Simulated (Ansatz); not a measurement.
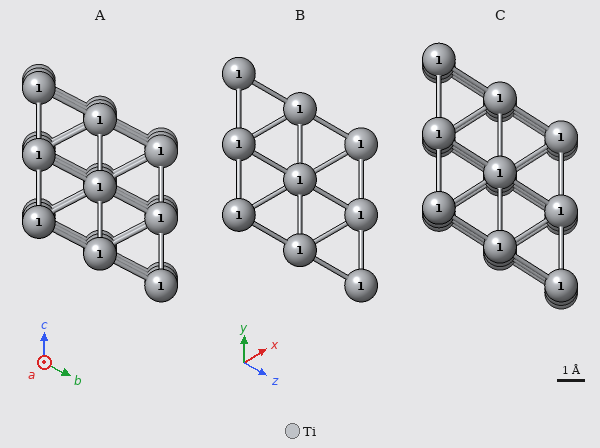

Solid Ti (Im-3m): the cell is strained along y alone, with the atoms kept at their fractional coordinates. x, y and z are the Cartesian axes of the input. A ball-and-stick model of the cell of the calculation, repeated 2 × 2 × 2 with one cell outlined, seen along the a axis.

Theory: Ansatz, DFT PBE, scalar-relativistic, plane waves, PAW. (plane-wave cutoff 420 eV; k-point mesh 26 × 26 × 26; occupations gaussian; smearing width 0.15 eV; no spin polarisation). Energies (free energies at the smearing named) are counted from the relaxed crystal.

### Order these geometries by energy, lowest first.

Lowest first: B (the strain 0.00, 0.0 meV/atom), C (the strain 0.10, 40.1 meV/atom), A (the strain −0.10, 57.8 meV/atom). Over the whole scan: the lowest computed point lies at the strain 0.00 (0.0 meV/atom). At the ends of the scan the energy is 57.8 meV/atom (−0.10) and 40.1 meV/atom (0.10). The distortion takes the space group from Im-3m to I4/mmm. At the strain −0.10 the cell of the drawing goes a 2.819 → 2.729 Å, b 2.819 → 2.729 Å, c 2.819 → 2.729 Å, α 109.5° → 106.8°, β 109.5° → 115.1°, γ 109.5° → 106.8°.
